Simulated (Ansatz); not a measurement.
Geometry relaxation, with input and output: ZnSe

- system: ZnSe (2 atoms in the cell)
- method: DFT PBE, scalar-relativistic, plane waves, PAW, no spin polarisation (Ansatz 0.2.0)

The structure derives from an entry of the Crystallography Open Database. Figures and captions count atoms from 1; the log counts them from 0 in places.

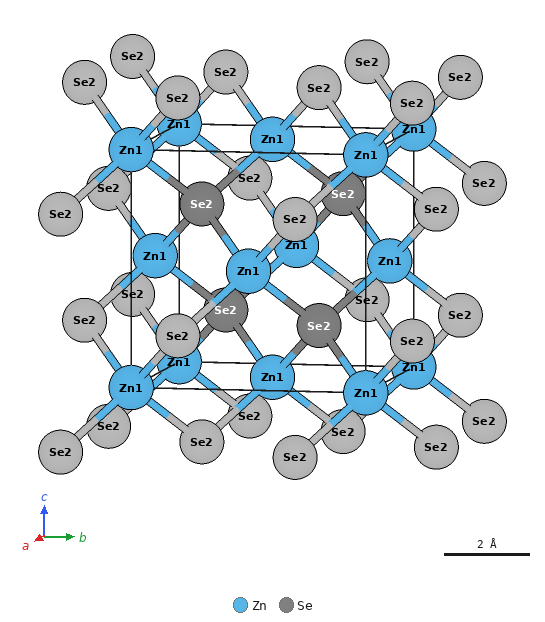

**Figure 1.** The input geometry (ball-and-stick view of the cell 4 times as large as that of the calculation, set on its symmetry axes, seen slightly off an axis; neighbours outside the cell are drawn fainter; atoms are numbered from 1 in the order of the input). An atom can appear more than once, as a periodic image.

**Summary**

| quantity | value |
| --- | --- |
| outcome | converged |
| space group (tolerance 0.01 Å) | F-43m (216) |
| electrons treated | 28 |
| free energy | −8789.5364 eV |
| Fermi energy | 6.901 eV |
| gap on the k-point mesh | 1.15 eV |
| pressure | 0.03 GPa |
| final volume | 47.08 Å³ |
| largest force (length of the vector) at the end | under 0.001 eV/Å |
| final cell | a = 4.053 Å, b = 4.053 Å, c = 4.053 Å, α = 60.00°, β = 60.00°, γ = 60.00° |
| hardware | 1 thread of AMD EPYC (Zen 5), 32 GiB of memory available, shared host |
| wall time | 4.3 s |
| peak memory | 0.42 GiB |

**Input**
```yaml
crystal:
  lattice:
    - [0.0, 2.8338, 2.8338]
    - [2.8338, 0.0, 2.8338]
    - [2.8338, 2.8338, 0.0]
  atoms:
    - { symbol: Zn, position: [0.0, 0.0, 0.0] }
    - { symbol: Se, position: [0.75, 0.75, 0.75] }
basis:
  ecutwfc: 420
kpoints:
  mp_grid: { grid: [8, 8, 8] }
hamiltonian:
  xc: pbe
scf:
  occupations: { method: gaussian, width: 0.02 }
output:
  forces: true
  stress: true
  eigenvalues: true
relax:
  adjacent_minimum: "off"
  f_tol: 0.005
  max_steps: 80
  cell: { stress_tol: 0.05 }
```

Run as:
```bash
ansatz run input.yaml --threads 1 --pin off --max-ram 2560MiB --backend cpu --events-out ev --progress --plain --runs-dir out
```

**Output**
```
Engine: ansatz 0.2.0, x86_64-unknown-linux-gnu
Pseudopotentials: kind: paw
Pseudopotential: Zn, paw, valence charge 12, recommended cutoff 420 eV (normal), Zn.paw.azcp
Pseudopotential: Se, paw, valence charge 16, recommended cutoff 420 eV (normal), Se.paw.azcp
Functional definition: PBE
  parameter kappa = 0.804
  parameter beta = 0.06672455060314922
  exchange = pbe_x(kappa = kappa, mu = beta*pi^2/3)
  correlation = pbe_c(beta = beta)
Crystal: 2 atoms, lattice volume = 45.513 Å³
Basis set: ecut = 420 eV, 893 PW (Γ), exchange–correlation on 54×54×54 points (8 copies of the dense FFT grid, shifted against one another)
Bands: 18, of which v1, the nominal top of the filled ones, is band 14 counted from 1 (13 counted from 0)
Symmetry: 24 space group operations
Space group: F-43m (ITA 216), of the structure as read, at distance tolerance 3.6e-5 Å
k-points: 29 of 512 (time reversal used)
Non-local potential: Zn, projectors of the file, l = 0: 2, l = 1: 2, l = 2: 3, l = 3: 1
Non-local potential: Se, projectors of the file, l = 0: 2, l = 1: 2, l = 2: 3, l = 3: 1
PAW form: soft (Blöchl's): semilocal exchange-correlation on the pseudo side does not see the compensation charge
PAW one-centre angular grid: Zn, 590 points (default); XC on 64 Gauss nodes
PAW one-centre angular grid: Se, 590 points (default); XC on 64 Gauss nodes
Initial density: superposition of atomic densities (neutral atoms: chi_scale 0, normalization atom), corrected by the library's trained network
Initial wavefunctions: pseudopotential atomic-orbital guess
Functional: x = pbe(κ = 0.804, μ = 0.2195149727645171), c = pbe(β = 0.06672455060314922)
SCF iter   1: F=—  HF=-8789.526412 eV  |F-HF|=—  |Δ(HF+E_count)|=         —  Δρ=7.91e-4  dr2=4.17e-4  ethr=1.77e-3  ⟨swp⟩=6.0  Hψ=2669  notcnv=0
preconditioner: auto → none  [insulator: Δε(μ)=1.281 eV  Ē_g=11.918 eV  σ=0.020 eV  W_gap=1.00  n_scr=14 (ndim 8)  ℏωp=23.4 eV  f_vac=0.121  D(μ)=0.00/eV (n_scr^D=0)  ε∞_Penn≈4.8]
SCF iter   2: F=—  HF=-8789.526241 eV  |F-HF|=—  |Δ(HF+E_count)|=   1.71e-4  Δρ=3.62e-4  dr2=3.22e-5  ethr=1.49e-6  ⟨swp⟩=2.1  Hψ=1252  notcnv=0
SCF iter   3: F=—  HF=-8789.526260 eV  |F-HF|=—  |Δ(HF+E_count)|=   1.90e-5  Δρ=1.72e-4  dr2=7.22e-6  ethr=1.15e-7  ⟨swp⟩=2.0  Hψ=832  notcnv=0
SCF iter   4: F=—  HF=-8789.526260 eV  |F-HF|=—  |Δ(HF+E_count)|=   7.68e-8  Δρ=7.74e-5  dr2=1.04e-6  ethr=2.58e-8  ⟨swp⟩=2.0  Hψ=754  notcnv=0
SCF iter   5: F=—  HF=-8789.526263 eV  |F-HF|=—  |Δ(HF+E_count)|=   3.61e-6  Δρ=1.78e-5  dr2=2.20e-7  ethr=3.72e-9  ⟨swp⟩=2.0  Hψ=928  notcnv=0
SCF iter   6: F=-8789.526263 eV  HF=-8789.526263 eV  |F-HF|=4.96e-9  |Δ(HF+E_count)|=   1.04e-8  Δρ=4.33e-6  dr2=7.59e-9  ethr=3.57e-10  ⟨swp⟩=5.7  Hψ=2448  notcnv=0
SCF 1 converged in 6 iterations: F = -8789.526263 eV  dr2 = 7.59e-9
  greatest PAW one-centre occupation: 1.000 electrons in one spin orbital (limit 2), on the Se atom at site 1 (counted from 0), in its partial waves of l = 2
relax step   1: F+E_penalty+E_count = -8789.52626344 eV  Δ(F+E_penalty+E_count) = +0.000e0 eV  max|allowed force component| = 1.480e-16 eV/Å  Δτ_max = 0.0000 Å  P = +2.104 GPa  Ω = 45.513 Å³  (6 SCF iters, dr2 threshold 1.00e-7 eV, accepted)
Crystal: 2 atoms, lattice volume = 46.674 Å³
Basis set: ecut = 420 eV, 941 PW (Γ), exchange–correlation on 54×54×54 points (8 copies of the dense FFT grid, shifted against one another)
Initial density: handed on by an earlier stage of this run
Initial wavefunctions: those handed on with the density
iter 1 solved again at ethr=1.25e-6 eV; its pass at ethr=3.10e-3 eV (dr2=3.51e-4 eV) is discarded
SCF iter   1: F=—  HF=-8789.535334 eV  |F-HF|=—  |Δ(HF+E_count)|=         —  Δρ=7.92e-4  dr2=3.65e-4  ethr=1.25e-6  ⟨swp⟩=2.1  Hψ=3240  notcnv=0
preconditioner: auto → none  [insulator: Δε(μ)=1.194 eV  Ē_g=11.781 eV  σ=0.020 eV  W_gap=1.00  n_scr=14 (ndim 8)  ℏωp=23.1 eV  f_vac=0.127  D(μ)=0.00/eV (n_scr^D=0)  ε∞_Penn≈4.8]
SCF iter   2: F=—  HF=-8789.535291 eV  |F-HF|=—  |Δ(HF+E_count)|=   4.26e-5  Δρ=5.37e-4  dr2=7.95e-5  ethr=1.25e-6  ⟨swp⟩=2.0  Hψ=782  notcnv=0
SCF iter   3: F=—  HF=-8789.535295 eV  |F-HF|=—  |Δ(HF+E_count)|=   3.94e-6  Δρ=1.85e-4  dr2=1.80e-5  ethr=2.84e-7  ⟨swp⟩=2.0  Hψ=754  notcnv=0
SCF iter   4: F=—  HF=-8789.535291 eV  |F-HF|=—  |Δ(HF+E_count)|=   4.43e-6  Δρ=7.15e-5  dr2=1.23e-6  ethr=6.42e-8  ⟨swp⟩=2.0  Hψ=764  notcnv=0
SCF iter   5: F=-8789.535291 eV  HF=-8789.535291 eV  |F-HF|=1.70e-8  |Δ(HF+E_count)|=   1.83e-7  Δρ=1.02e-5  dr2=5.95e-8  ethr=7.14e-10  ⟨swp⟩=5.7  Hψ=2412  notcnv=0
SCF 2 converged in 5 iterations: F = -8789.535291 eV  dr2 = 5.95e-8
relax step   2: F+E_penalty+E_count = -8789.53529076 eV  Δ(F+E_penalty+E_count) = -9.027e-3 eV  max|allowed force component| = 3.585e-17 eV/Å  Δτ_max = 0.0000 Å  P = +0.530 GPa  Ω = 46.674 Å³  energy of the carried Pulay correction = -3.847e-4 eV  (5 SCF iters, dr2 threshold 2.00e-7 eV, accepted)
Crystal: 2 atoms, lattice volume = 47.078 Å³
iter 1 solved again at ethr=1.87e-7 eV; its pass at ethr=3.10e-3 eV (dr2=5.23e-5 eV) is discarded
SCF iter   1: F=—  HF=-8789.535872 eV  |F-HF|=—  |Δ(HF+E_count)|=         —  Δρ=2.65e-4  dr2=4.25e-5  ethr=1.87e-7  ⟨swp⟩=2.2  Hψ=3142  notcnv=0
preconditioner: auto → none  [insulator: Δε(μ)=1.156 eV  Ē_g=11.746 eV  σ=0.020 eV  W_gap=1.00  n_scr=14 (ndim 8)  ℏωp=23.0 eV  f_vac=0.127  D(μ)=0.00/eV (n_scr^D=0)  ε∞_Penn≈4.8]
SCF iter   2: F=—  HF=-8789.535862 eV  |F-HF|=—  |Δ(HF+E_count)|=   1.06e-5  Δρ=1.88e-4  dr2=9.61e-6  ethr=1.52e-7  ⟨swp⟩=2.0  Hψ=746  notcnv=0
SCF iter   3: F=—  HF=-8789.535863 eV  |F-HF|=—  |Δ(HF+E_count)|=   8.57e-7  Δρ=6.20e-5  dr2=2.09e-6  ethr=3.43e-8  ⟨swp⟩=2.0  Hψ=754  notcnv=0
SCF iter   4: F=-8789.535862 eV  HF=-8789.535862 eV  |F-HF|=3.16e-8  |Δ(HF+E_count)|=   3.31e-7  Δρ=2.35e-5  dr2=1.34e-7  ethr=7.14e-10  ⟨swp⟩=3.3  Hψ=2228  notcnv=0
SCF 3 converged in 4 iterations: F = -8789.535862 eV  dr2 = 1.34e-7
relax step   3: F+E_penalty+E_count = -8789.53586214 eV  Δ(F+E_penalty+E_count) = -5.714e-4 eV  max|allowed force component| = 4.568e-17 eV/Å  Δτ_max = 0.0000 Å  P = +0.031 GPa  Ω = 47.078 Å³  energy of the carried Pulay correction = -5.165e-4 eV  (4 SCF iters, dr2 threshold 2.00e-7 eV, accepted)
Basis set: ecut = 420 eV, 941 PW (Γ), exchange–correlation on 60×60×60 points (8 copies of the dense FFT grid, shifted against one another)
Initial wavefunctions: pseudopotential atomic-orbital guess (no wavefunctions were taken with the density)
iter 1 solved again at ethr=1.15e-7 eV; its pass at ethr=3.10e-3 eV (dr2=3.21e-5 eV) is discarded
SCF iter   1: F=—  HF=-8789.528135 eV  |F-HF|=—  |Δ(HF+E_count)|=         —  Δρ=7.56e-4  dr2=1.10e-5  ethr=1.15e-7  ⟨swp⟩=2.8  Hψ=3831  notcnv=0
preconditioner: auto → none  [insulator: Δε(μ)=1.160 eV  Ē_g=11.755 eV  σ=0.020 eV  W_gap=1.00  n_scr=14 (ndim 8)  ℏωp=23.0 eV  f_vac=0.127  D(μ)=0.00/eV (n_scr^D=0)  ε∞_Penn≈4.8]
SCF iter   2: F=—  HF=-8789.534253 eV  |F-HF|=—  |Δ(HF+E_count)|=   6.12e-3  Δρ=3.77e-4  dr2=2.44e-6  ethr=3.91e-8  ⟨swp⟩=2.0  Hψ=877  notcnv=0
SCF iter   3: F=—  HF=-8789.535954 eV  |F-HF|=—  |Δ(HF+E_count)|=   1.70e-3  Δρ=1.67e-4  dr2=5.80e-7  ethr=8.73e-9  ⟨swp⟩=2.0  Hψ=807  notcnv=0
SCF iter   4: F=—  HF=-8789.536353 eV  |F-HF|=—  |Δ(HF+E_count)|=   4.00e-4  Δρ=2.20e-5  dr2=3.61e-8  ethr=2.07e-9  ⟨swp⟩=2.0  Hψ=781  notcnv=0
SCF iter   5: F=—  HF=-8789.536360 eV  |F-HF|=—  |Δ(HF+E_count)|=   6.46e-6  Δρ=4.16e-6  dr2=5.18e-9  ethr=1.29e-10  ⟨swp⟩=2.0  Hψ=923  notcnv=0
SCF iter   6: F=—  HF=-8789.536360 eV  |F-HF|=—  |Δ(HF+E_count)|=   1.21e-8  Δρ=2.13e-6  dr2=1.15e-9  ethr=1.85e-11  ⟨swp⟩=2.0  Hψ=754  notcnv=0
SCF iter   7: F=—  HF=-8789.536360 eV  |F-HF|=—  |Δ(HF+E_count)|=   1.25e-8  Δρ=5.68e-7  dr2=7.05e-11  ethr=4.10e-12  ⟨swp⟩=2.0  Hψ=731  notcnv=0
SCF iter   8: F=-8789.536360 eV  HF=-8789.536360 eV  |F-HF|=2.55e-11  |Δ(HF+E_count)|=   1.51e-9  Δρ=9.28e-8  dr2=5.80e-12  ethr=1.00e-12  ⟨swp⟩=5.6  Hψ=2277  notcnv=0
SCF 4 converged in 8 iterations: F = -8789.536360 eV  dr2 = 5.80e-12
relax step   4: F+E_penalty+E_count = -8789.53635999 eV  Δ(F+E_penalty+E_count) = -4.978e-4 eV  max|allowed force component| = 5.031e-17 eV/Å  Δτ_max = 0.0000 Å  P = +0.030 GPa  Ω = 47.078 Å³  stress off target by 3.00e-2 GPa  SCF on the basis re-selected at this cell (its energy is not comparable with the rows above)  (8 SCF iters)
```

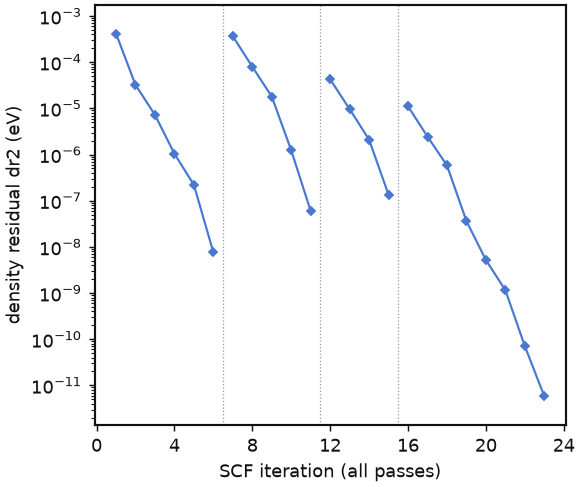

**Figure 2.** Convergence of the self-consistent field: density residual dr2 against the SCF iteration. The dotted lines part the SCF passes of the relaxation: geometry steps, rejected trials and re-solves on a re-selected basis. The passes take 6, 5, 4 and 8 iterations.

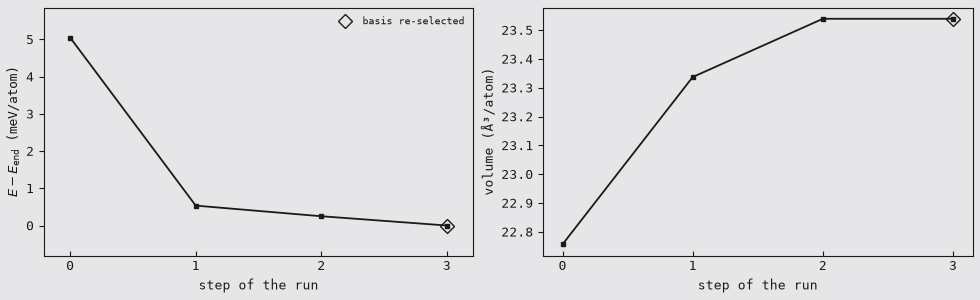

**Figure 3.** Progress of the relaxation, step by step (the first geometry is step 0 here and step 1 in the log).

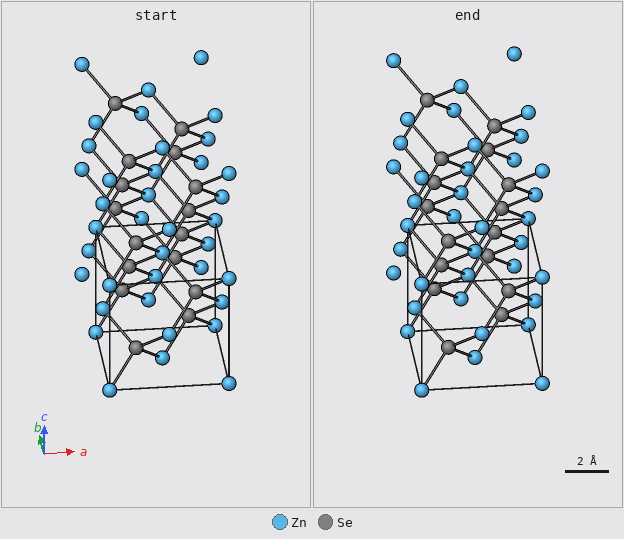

**Figure 4.** Before (left) and after (right) the relaxation, at one scale (ball-and-stick view of the cell 4 times as large as that of the calculation, set on its symmetry axes, repeated 1 × 2 × 2, seen at an oblique angle). The atoms keep their places relative to the cell (all moves are under 0.005 Å). The volume changes by +3.4 %, with a = b = c 5.668 → 5.732 Å (+1.1 %). Among the contacts that change: Zn1–Se2 2.454 → 2.482 Å. The space group stays F-43m (No. 216). After 2 geometry steps the energy has fallen by 4.8 meV per atom. All forces vanish by symmetry, so only the cell relaxes. Pressure: 2.10 GPa at the start and 0.03 GPa at the end. A last SCF at the same geometry on a re-selected plane-wave basis shifts the energy by −0.2 meV per atom. (Atoms are counted from 1 in the order of the input.)

```
basis re-selected at this cell: Δ(F+E_penalty+E_count) = -4.978e-4 eV, ΔP = -0.001 GPa vs the last step (what re-selecting the basis moved, of the pressure what is left beyond the Pulay correction that the steps carried, after the strain that the cell walked since its last selection, with what the two solves' SCF thresholds leave and, on support functions, any second-order correction that the steps lacked; it is no measure of the basis error at this ecutwfc). The dense FFT grid was sized anew with the basis: this SCF ran on 30×30×30 points, the steps before it on 27×27×27, so part of this shift can come from that change (see relax.cell in the input reference). This SCF's stress stands 3.00e-2 GPa from its target on what of the cell is left free (relax.cell.stress_tol is 5.00e-2 GPa) and its largest allowed force component is 5.03e-17 eV/Å (relax.f_tol is 5.00e-3 eV/Å): within both
SCF converged after 8 iterations
Free energy (F): -8789.536360 eV
Harris-Foulkes:  -8789.536360 eV  (|F-HF|=2.55e-11)
Internal energy: -8789.536360 eV  (E = F + TS)
E sigma→0 (E₀):  -8789.536360 eV
Fermi energy:    6.900760 eV
--- Per-component energies (eV) ---
  E_band       = -391.603763
  E_kinetic    = 249.346964
  E_local      = -4441.555070  (includes V_loc(G=0)·N_el)
  E_nonlocal   = 18.688599
  E_hartree    = 2055.232409
  E_xc         = -241.034876
  E_vxc        = -149.662735  (∫ρ·V_xc dr)
  E_paw        = -3739.765897  (= ΣΔE_a)
  E_vpaw       = -178.885478  (= ΣTr[D̂ρ^β])
  E_aug_tail   = -0.000935  (compensation charges beyond the density's cutoff)
  E_ewald      = -2690.447554
  E_smearing   = -0.000000  (= −TS)
  E_closure    = 0.000000  (closes the sum)
  Σ components = -8789.536360   (vs F -8789.536360, Δ=0.00e0)
--- Forces (eV/Å), atoms counted from 1 ---
  atom   1  Zn    -0.00000000    -0.00000000     0.00000000
  atom   2  Se     0.00000000    -0.00000000    -0.00000000
  max |Σ_I F_I| component: 6.59e-17 eV/Å
--- Stress (GPa, compression-positive) ---
        0.029986      -0.000000       0.000000
       -0.000000       0.029986       0.000000
        0.000000       0.000000       0.029986
  P = ⅓ Tr σ = 0.0300 GPa (0.300 kbar)
--- Band table (eV; the first three rows and the last of 29) ---
  k-point 0: bands = ["-40.4593", "-40.4593", "-40.4593", "-40.4555", "-40.4555", "-6.7274", "-0.0999", "-0.0999", "-0.0999", "0.2410", "0.2410", "6.3234", "6.3234", "6.3234", "7.4778", "12.1425", "12.1425", "12.1425"]
  k-point 1: bands = ["-40.4593", "-40.4593", "-40.4593", "-40.4555", "-40.4555", "-6.6332", "-0.0911", "-0.0853", "-0.0853", "0.2398", "0.2398", "5.0278", "6.1808", "6.1808", "8.4725", "12.0587", "12.3849", "12.3849"]
  k-point 2: bands = ["-40.4593", "-40.4593", "-40.4593", "-40.4555", "-40.4555", "-6.3896", "-0.0530", "-0.0530", "-0.0329", "0.2413", "0.2413", "3.3642", "5.8746", "5.8746", "8.9823", "12.7525", "12.7525", "12.7935"]
  k-point 28: bands = ["-40.4593", "-40.4592", "-40.4590", "-40.4555", "-40.4554", "-5.7425", "0.0150", "0.0901", "0.2134", "0.2151", "0.5148", "1.8029", "3.6992", "3.8168", "11.7189", "11.8067", "13.2172", "14.0397"]
--- Relaxed structure (3 steps of the walk, 3 accepted, 1 SCFs on fresh bases) ---
  F+E_penalty+E_count = -8789.53635999 eV   max|allowed force component| = 5.031e-17 eV/Å   (the final SCF, on the basis selected at the relaxed cell)
  cell:  # Å, volume = 47.0785 Å³
    - [1.6559959106910668e-34, 2.865920141357823, 2.865920141357823]
    - [2.865920141357823, 1.948979802582564e-33, 2.865920141357823]
    - [2.865920141357823, 2.865920141357823, 4.6367885499349866e-33]
  atoms:
    - { symbol: Zn, position: [2.0955197950433968e-34, -3.794589899132637e-34, -3.907861239405253e-34] }
    - { symbol: Se, position: [0.75, 0.75, 0.75] }
```

**Trajectory as extended XYZ (Å, eV, eV/Å), 4 frames, from step=1 to step=4**
```
2
Lattice="0.0000 2.8338 2.8338 2.8338 0.0000 2.8338 2.8338 2.8338 0.0000" Properties=species:S:1:pos:R:3:forces:R:3 step=1 energy=-8789.52626 pressure_GPa=2.10
Zn    0.0000    0.0000    0.0000    0.0000   0.0000   0.0000
Se    4.2507    4.2507    4.2507    0.0000   0.0000   0.0000
2
Lattice="0.0000 2.8577 2.8577 2.8577 0.0000 2.8577 2.8577 2.8577 0.0000" Properties=species:S:1:pos:R:3:forces:R:3 step=2 energy=-8789.53529 pressure_GPa=0.53
Zn    0.0000    0.0000    0.0000    0.0000   0.0000   0.0000
Se    4.2865    4.2865    4.2865    0.0000   0.0000   0.0000
2
Lattice="0.0000 2.8659 2.8659 2.8659 0.0000 2.8659 2.8659 2.8659 0.0000" Properties=species:S:1:pos:R:3:forces:R:3 step=3 energy=-8789.53586 pressure_GPa=0.03
Zn    0.0000    0.0000    0.0000    0.0000   0.0000   0.0000
Se    4.2989    4.2989    4.2989    0.0000   0.0000   0.0000
2
Lattice="0.0000 2.8659 2.8659 2.8659 0.0000 2.8659 2.8659 2.8659 0.0000" Properties=species:S:1:pos:R:3:forces:R:3 step=4 energy=-8789.53636 pressure_GPa=0.03
Zn    0.0000    0.0000    0.0000    0.0000   0.0000   0.0000
Se    4.2989    4.2989    4.2989    0.0000   0.0000   0.0000
```
